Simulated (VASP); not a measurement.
## InSb: geometry relaxation (part 2 of 2)

Continued. System: InSb (2 atoms in the cell). Method: Kohn-Sham DFT of a periodic cell, PBEsol, VASP PAW PBE potentials, recommended, no spin polarisation (VASP 6.6.1); cutoff 600 eV, 10×10×10 k-mesh, Gaussian smearing of 0.03 eV. The structure derives from an entry of the Crystallography Open Database.

Geometry of the input (Å; fractional positions):
```
0.0000  3.2391  3.2391
3.2391  0.0000  3.2391
3.2391  3.2391  0.0000
In 0.0000  0.0000  0.0000
Sb 0.2500  0.2500  0.2500
```

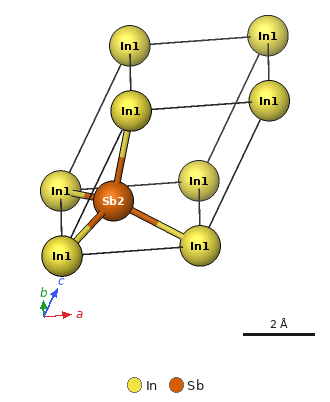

Fig. 1: The geometry at step 1 of the log (ball-and-stick view of the cell of the calculation, seen at an oblique angle; atoms are numbered from 1 in the order of the input).

## Parts of OUTCAR, continued
```
  FORCE on cell =-STRESS in cart. coord.  units (eV):
  Direction    XX          YY          ZZ          XY          YZ          ZX
  --------------------------------------------------------------------------------------
  -------------------------------------------------------------------------------------
  Total        0.3733145      0.3733145      0.3733145      0.0000000      0.0000000      0.0000000
  in kB        8.7999929      8.7999929      8.7999929      0.0000000      0.0000000      0.0000000
  external PRESSURE =       8.7999929 kB  Pullay stress =       0.0000000 kB

 VOLUME and BASIS-vectors are now :
 -----------------------------------------------------------------------------
  energy-cutoff  :      600.00
  volume of cell :       67.97
      direct lattice vectors                 reciprocal lattice vectors
     0.000000000  3.239100000  3.239100000    -0.154363867  0.154363867  0.154363867
     3.239100000  0.000000000  3.239100000     0.154363867 -0.154363867  0.154363867
     3.239100000  3.239100000  0.000000000     0.154363867  0.154363867 -0.154363867

 POSITION                                       TOTAL-FORCE (eV/Angst)
 -----------------------------------------------------------------------------------
      0.00000      0.00000      0.00000        -0.000000     -0.000000     -0.000000
      1.61955      1.61955      1.61955         0.000000      0.000000      0.000000
 -----------------------------------------------------------------------------------
    total drift:                               -0.000000     -0.000000     -0.000000

  FREE ENERGIE OF THE ION-ELECTRON SYSTEM (eV)
  ---------------------------------------------------
  free  energy   TOTEN  =        -7.6962000843 eV

  energy  without entropy=       -7.6961538056  energy(sigma->0) =       -7.69617694

--------------------------------------- Ionic step        2  -------------------------------------------

 number of electron      17.9999998 magnetization

 E-fermi :   4.6953     XC(G=0):  -8.7563     alpha+bet : -9.9684

 val. band max:        4.6861368971   @ k =   0.0000   0.0000   0.0000
 cond. band min:       5.1124891814   @ k =   0.5000   0.0000   0.0000
 fundamental gap:      0.4263522843
 Fermi energy:         4.6952739681

 k-point     1 :       0.0000    0.0000    0.0000
  band No.  band energies     occupation
      1      -9.7992      2.00000
      2      -9.7992      2.00000
      3      -9.7992      2.00000
      4      -9.7199      2.00000
      5      -9.7199      2.00000
      6      -5.8970      2.00000
      7       4.2753      2.00000
      8       4.6861      1.33333
      9       4.6861      1.33333
     10       4.6861      1.33333
     11       7.6202      0.00000
     12       7.6202      0.00000
     13       7.6202      0.00000

 k-point     2 :       0.1000    0.0000    0.0000
  band No.  band energies     occupation
      1      -9.8035      2.00000
      2      -9.7972      2.00000
      3      -9.7972      2.00000
      4      -9.7200      2.00000
      5      -9.7200      2.00000
      6      -5.8090      2.00000
      7       3.1235      2.00000
      8       4.5512      2.00000
      9       4.5512      2.00000
     10       5.4020      0.00000
     11       7.7997      0.00000
     12       7.8089      0.00000
     13       7.8089      0.00000

 k-point     3 :       0.2000    0.0000    0.0000
  band No.  band energies     occupation
      1      -9.8146      2.00000
      2      -9.7924      2.00000
      3      -9.7924      2.00000
      4      -9.7201      2.00000
      5      -9.7201      2.00000
      6      -5.5556      2.00000
      7       1.7340      2.00000
      8       4.2601      2.00000
      9       4.2601      2.00000
     10       5.5258      0.00000
     11       8.1861      0.00000
     12       8.1861      0.00000
     13       8.6535      0.00000

 k-point     4 :       0.3000    0.0000    0.0000
  band No.  band energies     occupation
      1      -9.8282      2.00000
      2      -9.7869      2.00000
      3      -9.7869      2.00000
      4      -9.7197      2.00000
      5      -9.7197      2.00000
      6      -5.1769      2.00000
      7       0.4752      2.00000
      8       3.9749      2.00000
      9       3.9749      2.00000
     10       5.3370      0.00000
     11       8.4295      0.00000
     12       8.4295      0.00000
     13       9.9177      0.00000

 k-point     5 :       0.4000    0.0000    0.0000
  band No.  band energies     occupation
      1      -9.8391      2.00000
      2      -9.7831      2.00000
      3      -9.7831      2.00000
      4      -9.7187      2.00000
      5      -9.7187      2.00000
      6      -4.7792      2.00000
      7      -0.4719      2.00000
      8       3.7811      2.00000
      9       3.7811      2.00000
     10       5.1721      0.00000
     11       8.4700      0.00000
     12       8.4700      0.00000
     13      10.6788      0.00000

 [... the levels of 18 k-points are left out ...]

 k-point    24 :       0.4000    0.3000    0.0000
  band No.  band energies     occupation
      1      -9.8582      2.00000
      2      -9.7688      2.00000
      3      -9.7679      2.00000
      4      -9.7323      2.00000
      5      -9.7136      2.00000
      6      -4.5835      2.00000
      7      -0.2541      2.00000
      8       2.5933      2.00000
      9       2.8433      2.00000
     10       6.1554      0.00000
     11       6.9109      0.00000
     12      10.4058      0.00000
     13      10.9531      0.00000

 [... further k-points ...]

------------------------ aborting loop because EDIFF is reached ----------------------------------------

  FORCE on cell =-STRESS in cart. coord.  units (eV):
  Direction    XX          YY          ZZ          XY          YZ          ZX
  --------------------------------------------------------------------------------------
  -------------------------------------------------------------------------------------
  Total       -0.1354652     -0.1354652     -0.1354652     -0.0000000      0.0000000     -0.0000000
  in kB       -3.1085334     -3.1085334     -3.1085334     -0.0000000      0.0000000     -0.0000000
  external PRESSURE =      -3.1085334 kB  Pullay stress =       0.0000000 kB

 VOLUME and BASIS-vectors are now :
 -----------------------------------------------------------------------------
  energy-cutoff  :      600.00
  volume of cell :       69.82
      direct lattice vectors                 reciprocal lattice vectors
    -0.000000000  3.268267577  3.268267577    -0.152986250  0.152986250  0.152986250
     3.268267577  0.000000000  3.268267577     0.152986250 -0.152986250  0.152986250
     3.268267577  3.268267577  0.000000000     0.152986250  0.152986250 -0.152986250

 POSITION                                       TOTAL-FORCE (eV/Angst)
 -----------------------------------------------------------------------------------
      6.53654      6.53654      6.53654         0.000000      0.000000      0.000000
      1.63413      1.63413      1.63413        -0.000000     -0.000000     -0.000000
 -----------------------------------------------------------------------------------
    total drift:                               -0.000000     -0.000000     -0.000000

  FREE ENERGIE OF THE ION-ELECTRON SYSTEM (eV)
  ---------------------------------------------------
  free  energy   TOTEN  =        -7.6993426350 eV

  energy  without entropy=       -7.6992963563  energy(sigma->0) =       -7.69931950

--------------------------------------- Ionic step        3  -------------------------------------------

 number of electron      17.9999999 magnetization

 Free energy of the ion-electron system (eV)
  ---------------------------------------------------
  ext. energy  EPLUGINS =         0.00000000
  ---------------------------------------------------
  free energy    TOTEN  =        -7.69983402 eV

  energy without entropy =       -7.69978774  energy(sigma->0) =       -7.69981088

 E-fermi :   4.7705     XC(G=0):  -8.7870     alpha+bet :-10.0414

 val. band max:        4.7613194605   @ k =   0.0000   0.0000   0.0000
 cond. band min:       5.1999534527   @ k =   0.5000   0.0000   0.0000
 fundamental gap:      0.4386339922
 Fermi energy:         4.7704565351

 k-point     1 :       0.0000    0.0000    0.0000
  band No.  band energies     occupation
      1      -9.7386      2.00000
      2      -9.7386      2.00000
      3      -9.7386      2.00000
      4      -9.6574      2.00000
      5      -9.6574      2.00000
      6      -5.8669      2.00000
      7       4.3916      2.00000
      8       4.7613      1.33333
      9       4.7613      1.33333
     10       4.7613      1.33333
     11       7.6947      0.00000
     12       7.6947      0.00000
     13       7.6947      0.00000

 k-point     2 :       0.1000    0.0000    0.0000
  band No.  band energies     occupation
      1      -9.7431      2.00000
      2      -9.7366      2.00000
      3      -9.7366      2.00000
      4      -9.6575      2.00000
      5      -9.6575      2.00000
      6      -5.7780      2.00000
      7       3.2097      2.00000
      8       4.6246      2.00000
      9       4.6246      2.00000
     10       5.4991      0.00000
     11       7.8795      0.00000
     12       7.8853      0.00000
     13       7.8853      0.00000

 k-point     3 :       0.2000    0.0000    0.0000
  band No.  band energies     occupation
      1      -9.7546      2.00000
      2      -9.7316      2.00000
      3      -9.7316      2.00000
      4      -9.6577      2.00000
      5      -9.6577      2.00000
      6      -5.5216      2.00000
      7       1.8051      2.00000
      8       4.3299      2.00000
      9       4.3299      2.00000
     10       5.6181      0.00000
     11       8.2655      0.00000
     12       8.2655      0.00000
     13       8.7474      0.00000

 k-point     4 :       0.3000    0.0000    0.0000
  band No.  band energies     occupation
      1      -9.7686      2.00000
      2      -9.7261      2.00000
      3      -9.7261      2.00000
      4      -9.6572      2.00000
      5      -9.6572      2.00000
      6      -5.1380      2.00000
      7       0.5332      2.00000
      8       4.0417      2.00000
      9       4.0417      2.00000
     10       5.4259      0.00000
     11       8.5089      0.00000
     12       8.5089      0.00000
     13      10.0200      0.00000

 k-point     5 :       0.4000    0.0000    0.0000
  band No.  band energies     occupation
      1      -9.7798      2.00000
      2      -9.7221      2.00000
      3      -9.7221      2.00000
      4      -9.6562      2.00000
      5      -9.6562      2.00000
      6      -4.7344      2.00000
      7      -0.4248      2.00000
      8       3.8460      2.00000
      9       3.8460      2.00000
     10       5.2599      0.00000
     11       8.5474      0.00000
     12       8.5474      0.00000
     13      10.7568      0.00000

 [... the levels of 18 k-points are left out ...]

 k-point    24 :       0.4000    0.3000    0.0000
  band No.  band energies     occupation
      1      -9.7994      2.00000
      2      -9.7074      2.00000
      3      -9.7065      2.00000
      4      -9.6702      2.00000
      5      -9.6510      2.00000
      6      -4.5370      2.00000
      7      -0.1966      2.00000
      8       2.6454      2.00000
      9       2.8980      2.00000
     10       6.2253      0.00000
     11       6.9885      0.00000
     12      10.5040      0.00000
     13      11.0534      0.00000

 [... further k-points ...]

------------------------ aborting loop because EDIFF is reached ----------------------------------------

  FORCE on cell =-STRESS in cart. coord.  units (eV):
  Direction    XX          YY          ZZ          XY          YZ          ZX
  --------------------------------------------------------------------------------------
  -------------------------------------------------------------------------------------
  Total       -0.0033740     -0.0033740     -0.0033740     -0.0000000     -0.0000000      0.0000000
  in kB       -0.0779898     -0.0779898     -0.0779898     -0.0000000     -0.0000000      0.0000000
  external PRESSURE =      -0.0779898 kB  Pullay stress =       0.0000000 kB

 VOLUME and BASIS-vectors are now :
 -----------------------------------------------------------------------------
  energy-cutoff  :      600.00
  volume of cell :       69.31
      direct lattice vectors                 reciprocal lattice vectors
    -0.000000000  3.260324582  3.260324582    -0.153358964  0.153358964  0.153358964
     3.260324582  0.000000000  3.260324582     0.153358964 -0.153358964  0.153358964
     3.260324582  3.260324582  0.000000000     0.153358964  0.153358964 -0.153358964

 POSITION                                       TOTAL-FORCE (eV/Angst)
 -----------------------------------------------------------------------------------
      0.00000      0.00000      0.00000        -0.000000      0.000000     -0.000000
      1.63016      1.63016      1.63016         0.000000     -0.000000      0.000000
 -----------------------------------------------------------------------------------
    total drift:                               -0.000000     -0.000000     -0.000000

  FREE ENERGIE OF THE ION-ELECTRON SYSTEM (eV)
  ---------------------------------------------------
  free  energy   TOTEN  =        -7.6998340192 eV

  energy  without entropy=       -7.6997877405  energy(sigma->0) =       -7.69981088

 reached required accuracy - stopping structural energy minimisation
```

## CONTCAR
```
InSb
   1.00000000000000
    -0.0000000000000000    3.2603245816784452    3.2603245816784452
     3.2603245816784452    0.0000000000000000    3.2603245816784452
     3.2603245816784452    3.2603245816784452    0.0000000000000000
  In              Sb
     1     1
Direct
     0.0000000000000000    0.0000000000000000    0.0000000000000000
     0.2500000000000000    0.2500000000000000    0.2500000000000000

  0.00000000E+00  0.00000000E+00  0.00000000E+00
  0.00000000E+00  0.00000000E+00  0.00000000E+00
```

## Trajectory as extended XYZ (Å, eV, eV/Å), 3 frames, from step=0 to step=2
```
2
Lattice="0.0000 3.2391 3.2391 3.2391 0.0000 3.2391 3.2391 3.2391 0.0000" Properties=species:S:1:pos:R:3:forces:R:3 step=0 energy=-7.69620
In    0.0000    0.0000    0.0000    0.0000   0.0000   0.0000
Sb    1.6196    1.6196    1.6196    0.0000   0.0000   0.0000
2
Lattice="-0.0000 3.2683 3.2683 3.2683 0.0000 3.2683 3.2683 3.2683 0.0000" Properties=species:S:1:pos:R:3:forces:R:3 step=1 energy=-7.69934
In    6.5365    6.5365    6.5365    0.0000   0.0000   0.0000
Sb    1.6341    1.6341    1.6341    0.0000   0.0000   0.0000
2
Lattice="-0.0000 3.2603 3.2603 3.2603 0.0000 3.2603 3.2603 3.2603 0.0000" Properties=species:S:1:pos:R:3:forces:R:3 step=2 energy=-7.69983
In    0.0000    0.0000    0.0000    0.0000   0.0000   0.0000
Sb    1.6302    1.6302    1.6302    0.0000   0.0000   0.0000
```
